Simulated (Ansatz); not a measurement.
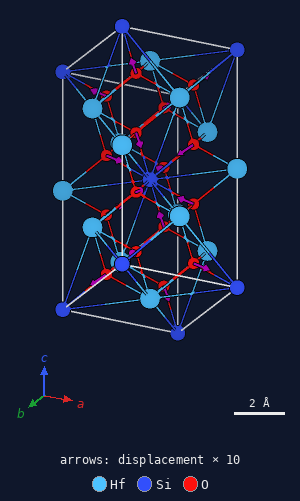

A relaxation of crystalline Hf3SiO8 (a generated structure, set up in I4/mmm) (coarse preliminary run). The starting structure is drawn; purple arrows show the displacements (the part carried along by the change of the cell is left out), 10 times their true length.

Style: ball-and-stick. Shown: the conventional cell (2 times the calculation's cell), from a free direction. Lengths and directions refer to the drawn axes.

Theory: DFT PBE, scalar-relativistic, plane waves, PAW (Ansatz 0.2.0).

Input
```yaml
crystal:
  lattice:
    - [-2.6365257, 2.6365257, 5.27305141]
    - [2.6365257, -2.6365257, 5.27305141]
    - [2.6365257, 2.6365257, -5.27305141]
  atoms:
    - { symbol: Hf, position: [0.75, 0.25, 0.5] }
    - { symbol: Hf, position: [0.5, 0.5, 0.0] }
    - { symbol: Hf, position: [0.25, 0.75, 0.5] }
    - { symbol: Si, position: [0.0, 0.0, 0.0] }
    - { symbol: O, position: [0.375, 0.375, 0.5] }
    - { symbol: O, position: [0.125, 0.625, 0.0] }
    - { symbol: O, position: [0.875, 0.875, 0.5] }
    - { symbol: O, position: [0.625, 0.125, 0.0] }
    - { symbol: O, position: [0.625, 0.625, 0.5] }
    - { symbol: O, position: [0.375, 0.875, 0.0] }
    - { symbol: O, position: [0.125, 0.125, 0.5] }
    - { symbol: O, position: [0.875, 0.375, 0.0] }
basis:
  ecutwfc: 420
kpoints:
  mp_grid: { grid: [6, 6, 6] }
hamiltonian:
  xc: pbe
scf:
  occupations: { method: gaussian, width: 0.1 }
  lower_state_search: "off"
output:
  forces: true
  stress: true
  eigenvalues: true
relax:
  adjacent_minimum: "off"
  f_tol: 0.04
  max_steps: 70
  cell: { stress_tol: 0.4 }
```

Command:
```bash
ansatz run input.yaml --threads 1 --pin off --max-ram 2560MiB --backend cpu --events-out ev --progress --plain --runs-dir out
```

Q: Describe the change and its energy.

A: Over 5 accepted moves (7 points after the start) the energy falls by 197 meV per atom. The largest force component goes from 0.4 to 0.0016 eV/Å. Pressure: −25.16 GPa at the start and 0.05 GPa at the end. At 2 points the geometry stayed and the basis and grid were re-selected for the new cell (energy shift of 3.9 meV per atom at most each time). The largest moves relative to the cell, 0.087 Å, are those of 8 atoms (O5, O6, O7, O8 and others). O11 goes roughly along [−2 −2 1]. Si and Hf stay in place. Cell: a = b 5.273 → 4.995 Å (−5.3 %), c 10.546 → 9.960 Å (−5.6 %). Volume −15.2 %. Near-neighbour distances that change, for instance: Si4–O10 2.283 → 2.074 Å, Hf1–Si4 3.729 → 3.527 Å, Hf1–O10 2.283 → 2.187 Å, Hf2–O10 2.283 → 2.200 Å. Among the angles between lasting bonds that change: Hf1–O8–Hf2 109.5° → 107.0°. The space group stays I4/mmm (No. 139).
